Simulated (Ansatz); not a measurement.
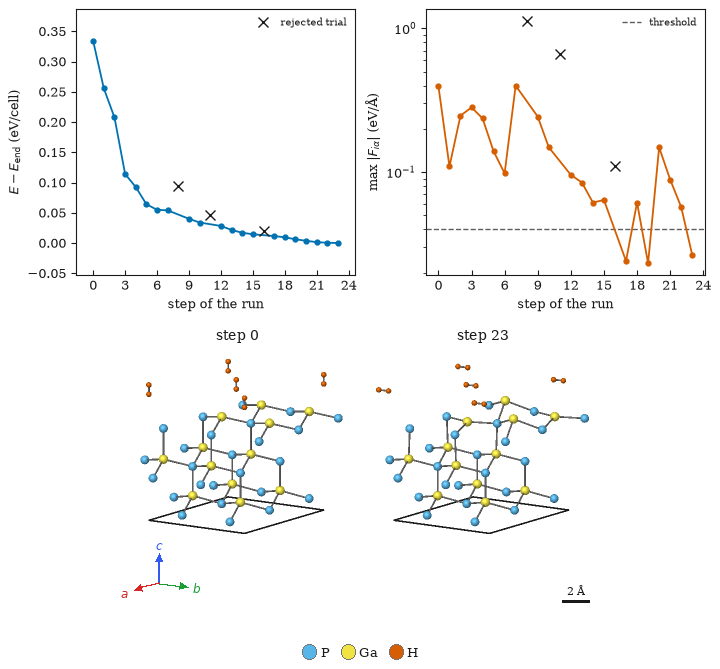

First and last geometry of a constrained relaxation of a slab of composition Ga3P3H (cut from the F-43m phase), with the history of the run. A ball-and-stick model of the cell of the calculation, outlined in the plane, without the vacuum (origin shifted), seen from a free direction.

Case: 2 H2 a cell, upright, over a bridge Ga-P site. The slab is the (1 1 1) face of GaP with H2 on it. 12 atoms are held fixed.

Computed with DFT PBE+D3(BJ), scalar-relativistic, plane waves, PAW (Ansatz).

Input
```yaml
crystal:
  lattice:
    - [7.7015734665, 0.0, 0.0]
    - [-3.8507867332, 6.6697582711, 0.0]
    - [0.0, 0.0, 25.8243469535]
  atoms:
    - { symbol: P, position: [0.5, 0.0, 0.3097851812] }
    - { symbol: P, position: [0.5, 0.5, 0.3097851812] }
    - { symbol: P, position: [0.0, 0.0, 0.3097851812] }
    - { symbol: P, position: [0.0, 0.5, 0.3097851812] }
    - { symbol: Ga, position: [0.1666666667, 0.8333333333, 0.340223068] }
    - { symbol: Ga, position: [0.1666666667, 0.3333333333, 0.340223068] }
    - { symbol: Ga, position: [0.6666666667, 0.8333333333, 0.340223068] }
    - { symbol: Ga, position: [0.6666666667, 0.3333333333, 0.340223068] }
    - { symbol: P, position: [0.6666666667, 0.8333333333, 0.4315367285] }
    - { symbol: P, position: [0.6666666667, 0.3333333333, 0.4315367285] }
    - { symbol: P, position: [0.1666666667, 0.8333333333, 0.4315367285] }
    - { symbol: P, position: [0.1666666667, 0.3333333333, 0.4315367285] }
    - { symbol: Ga, position: [0.3333333333, 0.6666666667, 0.4595772052] }
    - { symbol: Ga, position: [0.3333333333, 0.1666666667, 0.4595772052] }
    - { symbol: Ga, position: [0.8333333333, 0.6666666667, 0.4595772052] }
    - { symbol: Ga, position: [0.8333333333, 0.1666666667, 0.4595772052] }
    - { symbol: P, position: [0.8333333333, 0.6666666667, 0.5556507808] }
    - { symbol: P, position: [0.8333333333, 0.1666666667, 0.5556507808] }
    - { symbol: P, position: [0.3333333333, 0.6666666667, 0.5556507808] }
    - { symbol: P, position: [0.3333333333, 0.1666666667, 0.5556507808] }
    - { symbol: Ga, position: [0.5, 0.5, 0.581803061] }
    - { symbol: Ga, position: [0.5, 0.0, 0.581803061] }
    - { symbol: Ga, position: [0.0, 0.5, 0.581803061] }
    - { symbol: Ga, position: [0.0, 0.0, 0.581803061] }
    - { symbol: H, position: [0.9166666667, 1.0833333333, 0.6654450599] }
    - { symbol: H, position: [0.9166666667, 1.0833333333, 0.6944874206] }
    - { symbol: H, position: [1.4166666667, 1.5833333333, 0.6654450599] }
    - { symbol: H, position: [1.4166666667, 1.5833333333, 0.6944874206] }
basis:
  ecutwfc: 420
kpoints:
  mp_grid: { grid: [3, 3, 1] }
hamiltonian:
  xc: pbe
  dispersion: d3bj
scf:
  occupations: { method: gaussian, width: 0.05 }
output:
  forces: true
  eigenvalues: true
  write_density: true
  write_potential: true
  elf: true
  volumetric_format: npy
relax:
  adjacent_minimum: "off"
  f_tol: 0.04
  max_steps: 100
  constraints: [{ sites: [0, 1, 2, 3, 4, 5, 6, 7, 8, 9, 10, 11] }]
efield:
  axis: 3
  dipole_correction: true
  ramp_width: 0.04
```

Command:
```bash
ansatz run input.yaml --threads 4 --pin off --max-ram 10240MiB --backend cpu --events-out ev --progress --plain --runs-dir out
```

Question: What do the curves and the structures tell?

Answer: It converged. The largest moves, 1.20 Å, are those of H26 and H28. H28 goes at 74° to the normal (−c side). Largest moves by element: H 1.20 Å, Ga 0.41 Å, P 0.10 Å. The cell stays as it was. Near-neighbour distances that change, for instance: P17–Ga23 2.324 → 2.424 Å, P18–Ga22 2.324 → 2.381 Å, P18–Ga24 2.324 → 2.292 Å, Ga13–P19 2.481 → 2.449 Å. Bond angles that change, for instance: P17–Ga23–P18 111.9° → 99.8°, Ga16–P18–Ga24 106.9° → 95.1°, Ga16–P18–Ga22 106.9° → 117.0°. The energy falls by 0.334 eV per cell of the calculation in 20 accepted moves (23 points after the start). Largest force component: 0.4 eV/Å at the start, 0.027 eV/Å at the end. The line search rejected the trial steps at points 8, 11, 16 of the run. The forces were under the threshold at step 17, but the run went on from there. The run took 8.5 min on 4 threads of Intel(R) Xeon(R) Platinum 8488C (Sapphire Rapids), on a shared host, peak memory 3.3 GiB.

| step | E − E(0), meV/atom | largest force component, eV/Å | note |
| --- | --- | --- | --- |
| 0 | 0.00 | 0.3965 |  |
| 1 | -2.80 | 0.1094 |  |
| 2 | -4.51 | 0.2468 |  |
| 3 | -7.85 | 0.2817 |  |
| 4 | -8.62 | 0.2365 |  |
| 5 | -9.64 | 0.1395 |  |
| 6 | -9.96 | 0.0980 |  |
| 7 | -10.00 | 0.3996 |  |
| 8 | -8.54 | 1.1276 | rejected |
| 9 | -10.50 | 0.2431 |  |
| 10 | -10.71 | 0.1487 |  |
| 11 | -10.30 | 0.6677 | rejected |
| 12 | -10.92 | 0.0956 |  |
| 13 | -11.15 | 0.0846 |  |
| 14 | -11.32 | 0.0613 |  |
| 15 | -11.41 | 0.0639 |  |
| 16 | -11.21 | 0.1101 | rejected |
| 17 | -11.51 | 0.0241 |  |
| 18 | -11.59 | 0.0613 |  |
| 19 | -11.70 | 0.0232 |  |
| 20 | -11.79 | 0.1486 |  |
| 21 | -11.87 | 0.0887 |  |
| 22 | -11.91 | 0.0570 |  |
| 23 | -11.92 | 0.0265 |  |

Limits of the set-up: the periodic images lie only 7.7 Å apart, so the values are limited by the cell's size.
